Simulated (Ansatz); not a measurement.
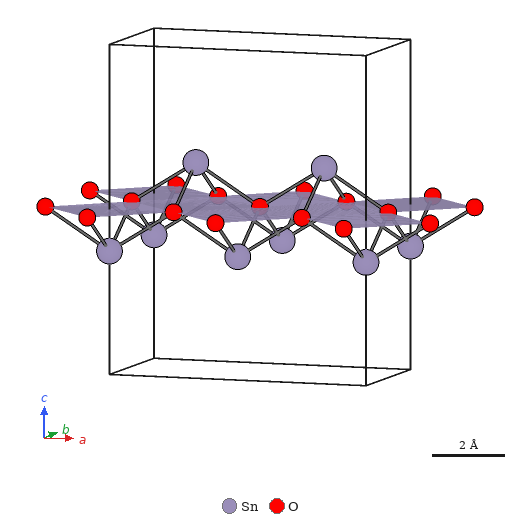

Figure 1. The structure as given in the input (polyhedral view of the 2 × 1 repeat of the cell, with the vacuum cut short, seen slightly off an axis; polyhedra are completed across the faces of the cell). An atom can appear more than once, as a periodic image.

Single-point calculation, with input and output: SnO

System: SnO (slab, 4 atoms in the cell).
Method: DFT PBE+D3(BJ), scalar-relativistic, plane waves, PAW, PAW set soft_1, no spin polarisation (Ansatz 0.2.0).

The structure derives from an entry of the Crystallography Open Database.

Input:
```yaml
crystal:
  lattice:
    - [3.8201527101, 0.0002954416, 0.0]
    - [-0.0003145269, 3.8201527086, 0.0]
    - [0.0, 0.0, 19.0130375887]
  atoms:
    - { symbol: Sn, position: [0.9999452874, 0.9999452874, 0.210381954] }
    - { symbol: O, position: [0.9999461031, 0.4999461031, 0.2725245122] }
    - { symbol: O, position: [0.4999461031, 0.9999461031, 0.2725245122] }
    - { symbol: Sn, position: [0.4999452874, 0.4999452874, 0.3346670704] }
basis:
  ecutwfc: 420
kpoints:
  mp_grid: { grid: [7, 7, 1] }
hamiltonian:
  xc: pbe
  pseudopotentials: { kind: paw, azcp: { folder: soft_1 } }
  dispersion: d3bj
scf:
  occupations: { method: gaussian, width: 0.05 }
output:
  forces: true
  eigenvalues: true
efield:
  axis: 3
  dipole_correction: true
  ramp_width: 0.04
```

Run as:
```bash
ansatz run input.yaml --threads 1 --pin off --max-ram 3072MiB --backend cpu --events-out ev --progress --plain --runs-dir out
```

Output:
```
Warning: the atoms were moved onto the symmetric positions of the space group found under crystal.symmetry.tolerance 1.0e-5 (fractional; no operation is sought that the atoms, as they stand in a round, miss by more than twice it, and no atom is moved by as much as it), and the run uses the moved positions. Before a round's move an operation carried an atom to 4.41e-6 Å from where it should land, the largest such distance. Atom 0 (counting from 0) moved farthest, by 2.20e-6 Å; the longest move in fractions of the cell, of whichever atom, is 0.05 of the tolerance, in 1 round. To run the atoms as typed, lower crystal.symmetry.tolerance until the operations that they miss are no longer found, or set crystal.symmetry.detect: false (a key that needs symmetry detection or time reversal refuses this as the deck is read). The positions used, in the order of the run's atom list: position: [0.99994569525, 0.99994569525, 0.210381954]; position: [0.99994569525, 0.49994569525, 0.2725245122]; position: [0.49994569525, 0.99994569525, 0.2725245122]; position: [0.49994569525, 0.49994569525, 0.3346670704]; The lattice was moved too: crystal.lattice misses the space group found at crystal.symmetry.tolerance 1.0e-5 in a digit that the deck types, which is why this is a warning: making the lattice exact moves one of its numbers by a whole unit of that number's last typed decimal, or more. The operation that it misses by the most changes a squared length by the fraction 9.99e-6. The run uses the lattice that is a stretch of the typed one, with no rotation, onto the one that keeps every operation to a double's rounding (on a very oblique basis the stretch itself rounds by more); the deck's lattice vector that moved farthest moved by 9.54e-6 Å. To run the lattice as typed, set crystal.symmetry.detect: false, as for the atoms. crystal.lattice made exact, in Å and degrees: [[3.8201527093619183, 0.00030498425000095153, 0.0], [-0.00030498425000095153, 3.8201527093619188, 0.0], [0.0, 0.0, 19.0130375887]]. Pasted over the deck's crystal.lattice, beside positions in fractional coordinates, it runs the same cell (given as lengths and angles, that cell in the form's own orientation, a rigid turn of the misfit's size from the one run here, for which a checkpoint.post_process_only pass over this run's state can be refused: where this run relaxes nothing, give such a pass this deck's own crystal.lattice, as typed; behind a relaxation, as crystal.lattice, the state's own cell, identity.cell in its checkpoint.json), and a matrix so pasted ends this notice, except on a very skew basis of the lattice, where the rounding of the pasted numbers themselves can read as a misfit: the cell is then moved again, and that move is told again. The lattice as run is in this notice's lattice.as_run_ang field (Run.prep()["deck_notices"] in Python, the deck_notice line of an events file, deck_notices of ansatz run --dry-run=json, or deck_notices in record.json in the deck's checkpoint.write directory).
Engine: ansatz 0.2.0, aarch64-unknown-linux-gnu
Pseudopotentials: kind: paw
Pseudopotential: Sn, paw, valence charge 14, recommended cutoff 420 eV (normal), [file]
Pseudopotential: O, paw, valence charge 6, recommended cutoff 420 eV (normal), [file]
Functional definition: PBE
  parameter kappa = 0.804
  parameter beta = 0.06672455060314922
  exchange = pbe_x(kappa = kappa, mu = beta*pi^2/3)
  correlation = pbe_c(beta = beta)
Crystal: 4 atoms, lattice volume = 277.468 Å³
Basis set: ecut = 420 eV, 5415 PW (Γ), exchange–correlation on 54×54×256 points (8 copies of the dense FFT grid, shifted against one another)
Bands: 24, of which v1, the nominal top of the filled ones, is band 20 counted from 1 (19 counted from 0)
Symmetry: 8 space group operations
k-points: 10 of 49
Non-local potential: Sn, projectors of the file, l = 0: 2, l = 1: 2, l = 2: 2, l = 3: 1
Non-local potential: O, projectors of the file, l = 0: 2, l = 1: 2, l = 2: 1
PAW form: soft (Blöchl's): semilocal exchange-correlation on the pseudo side does not see the compensation charge
PAW one-centre angular grid: Sn, 590 points (default); XC on 64 Gauss nodes
PAW one-centre angular grid: O, 110 points (default); XC on 64 Gauss nodes
Initial density: superposition of atomic densities (neutral atoms: chi_scale 0, normalization atom)
Initial wavefunctions: pseudopotential atomic-orbital guess
Functional: x = pbe(κ = 0.804, μ = 0.2195149727645171), c = pbe(β = 0.06672455060314922)
SCF iter   1: F=—  HF=-13188.067171 eV  |F-HF|=—  |Δ(HF+E_count)|=         —  Δρ=7.09e-2  dr2=1.66e1  ethr=3.10e-3  p=0.000 e·Å  D=1.04e-6 V/Å  ΔV_dip=-0.00 eV  dr2_dipole=3.91e-9  V_vac-E_F(+/−)=5.59/5.59 eV  ⟨swp⟩=7.3  Hψ=1185  notcnv=0
efield: sawtooth ramp at fractional position 0.7525 (placed from the atoms, in the widest stretch of the axis that holds none; the zero of the levels goes with the place), width 0.0400; the density the first Hamiltonian is built on has a dipole p = 0.000 e·Å; the dipole correction subtracts the counter field D = 1.04e-6 V/Å, which shifts the + side's vacuum level by -0.00 eV against the − side's; the planar-averaged density in the ramp window peaks in size at 2.0e-6 e/Å³
preconditioner: auto → Resta (q_TF=auto, 1.976 Å⁻¹)  ε∞=1.6  [insulator: Δε(μ)=3.856 eV  Ē_g=18.173 eV  σ=0.050 eV  W_gap=1.00  n_scr=38 (ndim 8)  ℏωp=14.1 eV  f_vac=0.659  D(μ)=0.00/eV (n_scr^D=0)  ε∞_Penn≈1.6  vacuum switching on, ρ_ref=2.4e-2 e/Å³]
SCF iter   2: F=—  HF=-13185.681828 eV  |F-HF|=—  |Δ(HF+E_count)|=    2.39e0  Δρ=6.08e-2  dr2=8.87e0  ethr=3.10e-3  p=0.000 e·Å  D=2.27e-5 V/Å  ΔV_dip=-0.00 eV  dr2_dipole=7.29e-9  V_vac-E_F(+/−)=2.78/2.78 eV  ⟨swp⟩=4.9  Hψ=742  notcnv=0
SCF iter   3: F=—  HF=-13184.038835 eV  |F-HF|=—  |Δ(HF+E_count)|=    1.64e0  Δρ=1.10e-2  dr2=3.51e-1  ethr=3.10e-3  p=0.000 e·Å  D=5.97e-6 V/Å  ΔV_dip=-0.00 eV  dr2_dipole=7.10e-10  V_vac-E_F(+/−)=4.18/4.18 eV  ⟨swp⟩=4.3  Hψ=678  notcnv=0
SCF iter   4: F=—  HF=-13184.006739 eV  |F-HF|=—  |Δ(HF+E_count)|=   3.21e-2  Δρ=4.72e-3  dr2=1.13e-1  ethr=8.78e-4  p=0.000 e·Å  D=3.33e-5 V/Å  ΔV_dip=-0.00 eV  dr2_dipole=1.87e-8  V_vac-E_F(+/−)=3.62/3.62 eV  ⟨swp⟩=2.4  Hψ=406  notcnv=0
SCF iter   5: F=—  HF=-13183.987303 eV  |F-HF|=—  |Δ(HF+E_count)|=   1.94e-2  Δρ=1.86e-3  dr2=1.73e-2  ethr=2.82e-4  p=-0.000 e·Å  D=-1.64e-5 V/Å  ΔV_dip=0.00 eV  dr2_dipole=5.02e-9  V_vac-E_F(+/−)=3.77/3.77 eV  ⟨swp⟩=2.8  Hψ=326  notcnv=0
SCF iter   6: F=—  HF=-13183.984678 eV  |F-HF|=—  |Δ(HF+E_count)|=   2.62e-3  Δρ=8.13e-4  dr2=2.89e-3  ethr=4.33e-5  p=0.000 e·Å  D=1.02e-4 V/Å  ΔV_dip=-0.00 eV  dr2_dipole=1.78e-7  V_vac-E_F(+/−)=3.90/3.90 eV  ⟨swp⟩=2.4  Hψ=367  notcnv=0
SCF iter   7: F=—  HF=-13183.984171 eV  |F-HF|=—  |Δ(HF+E_count)|=   5.08e-4  Δρ=3.49e-4  dr2=5.68e-4  ethr=7.23e-6  p=-0.000 e·Å  D=-6.50e-5 V/Å  ΔV_dip=0.00 eV  dr2_dipole=7.51e-8  V_vac-E_F(+/−)=3.89/3.88 eV  ⟨swp⟩=2.0  Hψ=316  notcnv=0
SCF iter   8: F=—  HF=-13183.984053 eV  |F-HF|=—  |Δ(HF+E_count)|=   1.18e-4  Δρ=6.44e-5  dr2=2.05e-5  ethr=1.42e-6  p=0.000 e·Å  D=1.18e-4 V/Å  ΔV_dip=-0.00 eV  dr2_dipole=2.45e-7  V_vac-E_F(+/−)=3.87/3.88 eV  ⟨swp⟩=2.0  Hψ=303  notcnv=0
SCF iter   9: F=—  HF=-13183.983887 eV  |F-HF|=—  |Δ(HF+E_count)|=   1.66e-4  Δρ=1.12e-5  dr2=1.79e-6  ethr=5.13e-8  p=-0.000 e·Å  D=-1.68e-4 V/Å  ΔV_dip=0.00 eV  dr2_dipole=5.16e-7  V_vac-E_F(+/−)=3.87/3.87 eV  ⟨swp⟩=2.7  Hψ=388  notcnv=0
SCF iter  10: F=-13183.983886 eV  HF=-13183.983886 eV  |F-HF|=2.76e-8  |Δ(HF+E_count)|=   3.81e-7  Δρ=3.22e-6  dr2=3.88e-8  ethr=2.50e-10  p=-0.000 e·Å  D=-2.61e-6 V/Å  ΔV_dip=0.00 eV  dr2_dipole=2.31e-10  V_vac-E_F(+/−)=3.87/3.87 eV  ⟨swp⟩=7.4  Hψ=1506  notcnv=0
SCF 1 converged in 10 iterations: F = -13183.983886 eV  dr2 = 3.88e-8
  greatest PAW one-centre occupation: 0.993 electrons in one spin orbital (limit 2), on the Sn atom at site 0 (counted from 0), in its partial waves of l = 2
```

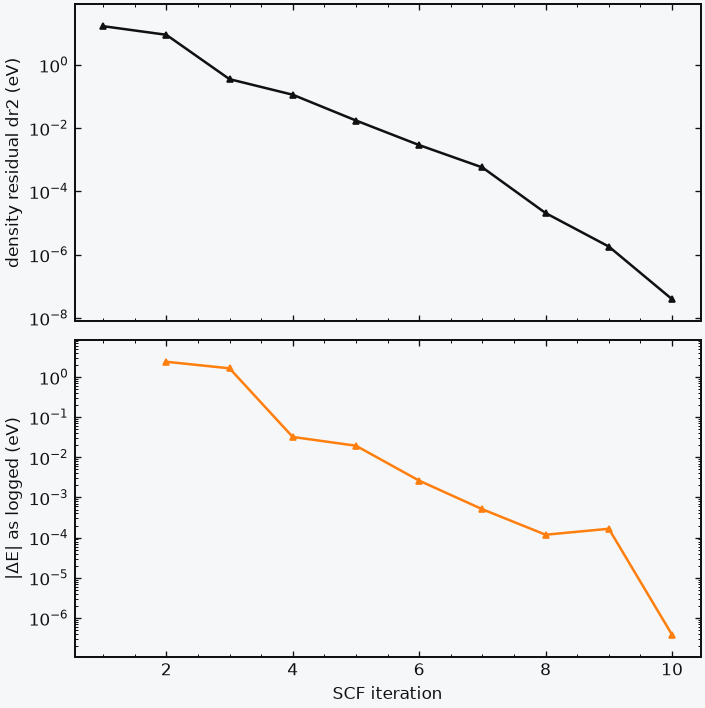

Figure 2. Convergence of the self-consistent field: density residual dr2 and size of the energy change against the SCF iteration. The residual falls at every step.

```
SCF converged after 10 iterations
Free energy (F): -13183.983886 eV
Harris-Foulkes:  -13183.983886 eV  (|F-HF|=2.76e-8)
Internal energy: -13183.983886 eV  (E = F + TS)
E sigma→0 (E₀):  -13183.983886 eV
Fermi energy:    -0.270515 eV
Dipole field:    D = 0.000015 V/Å  (p = 0.000023 e·Å, saw-weighted, corrected)
Work function:   Φ+ = 3.8718 eV   Φ− = 3.8721 eV
Levels:          The Fermi level and band energies are counted from a zero that moves with the ramp; work functions are not
--- Per-component energies (eV) ---
  E_band       = -597.479359
  E_kinetic    = 670.834741
  E_local      = -23065.346043  (includes V_loc(G=0)·N_el)
  E_nonlocal   = 394.991615
  E_hartree    = 11237.630806
  E_xc         = -393.972910
  E_vxc        = -341.600371  (∫ρ·V_xc dr)
  E_paw        = -9063.102828  (= ΣΔE_a)
  E_vpaw       = -731.623429  (= ΣTr[D̂ρ^β])
  E_aug_tail   = 0.002094  (compensation charges beyond the density's cutoff)
  E_efield     = 0.000000  (sawtooth field / dipole correction)
  E_vefield    = 0.000000  (∫n·V_field dr)
  E_ewald      = 7035.528171
  E_disp       = -0.549532  (pairwise vdW)
  E_smearing   = -0.000000  (= −TS)
  E_closure    = -0.000000  (closes the sum)
  Σ components = -13183.983886   (vs F -13183.983886, Δ=0.00e0)
--- Forces (eV/Å), atoms counted from 1 ---
  atom   1  Sn     0.00000000    -0.00000000     0.00014555
  atom   2  O      0.00000000     0.00000000    -0.00003748
  atom   3  O      0.00000000    -0.00000000    -0.00003748
  atom   4  Sn     0.00000000     0.00000000    -0.00008536
  max |Σ_I F_I| component: 1.48e-5 eV/Å
--- Band table (eV; the first three rows and the last of 10) ---
  k-point 0: bands = ["-22.3750", "-22.0157", "-21.9720", "-21.9720", "-21.9626", "-21.9302", "-21.9255", "-21.8965", "-21.8903", "-21.8903", "-20.4405", "-17.9413", "-8.6886", "-6.4396", "-6.4396", "-5.5075", "-3.8592", "-3.4530", "-3.4530", "-1.8494", "1.3255", "1.4159", "3.4515", "3.5308"]
  k-point 1: bands = ["-22.3656", "-22.0157", "-21.9747", "-21.9714", "-21.9668", "-21.9563", "-21.9274", "-21.9191", "-21.8909", "-21.8820", "-20.2784", "-18.0367", "-8.6388", "-6.4343", "-6.3128", "-5.7714", "-4.0799", "-3.6300", "-3.4099", "-1.8242", "1.7807", "1.8071", "3.0219", "3.7158"]
  k-point 2: bands = ["-22.3395", "-22.1075", "-21.9806", "-21.9759", "-21.9710", "-21.9681", "-21.9199", "-21.9022", "-21.8937", "-21.8781", "-19.8675", "-18.3238", "-8.4685", "-6.5385", "-6.2708", "-5.9486", "-4.4852", "-4.1044", "-3.1993", "-1.8238", "1.9968", "2.2625", "2.7752", "3.4101"]
  k-point 9: bands = ["-22.3098", "-22.2955", "-21.9822", "-21.9816", "-21.9497", "-21.9488", "-21.8865", "-21.8836", "-21.8704", "-21.8689", "-18.8910", "-18.7612", "-9.1956", "-9.0632", "-5.8006", "-5.5726", "-3.0669", "-2.8348", "-2.5697", "-2.3536", "1.2669", "1.5278", "3.3201", "3.4672"]
```

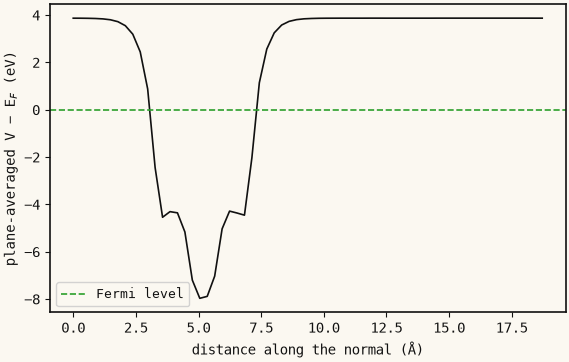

Figure 3. Plane average of the electrostatic potential energy of an electron across the cell, from the Fermi level. The vacuum level lies 3.87 eV above the Fermi level.

Results in brief:

- outcome: converged
- electrons treated: 40
- free energy: −13183.9839 eV
- work function, top face: 3.87 eV
- work function, bottom face: 3.87 eV
- Fermi energy: −0.271 eV
- gap on the k-point mesh: 3.07 eV
- work function (upper face): 3.87 eV
- largest force (length of the vector): under 0.001 eV/Å
- hardware: 1 thread of Arm Neoverse V2, 24 GiB of memory available, shared host
- wall time: 8.9 s
- peak memory: 0.38 GiB

Notes:

The program warns: the structure was made exactly symmetric.
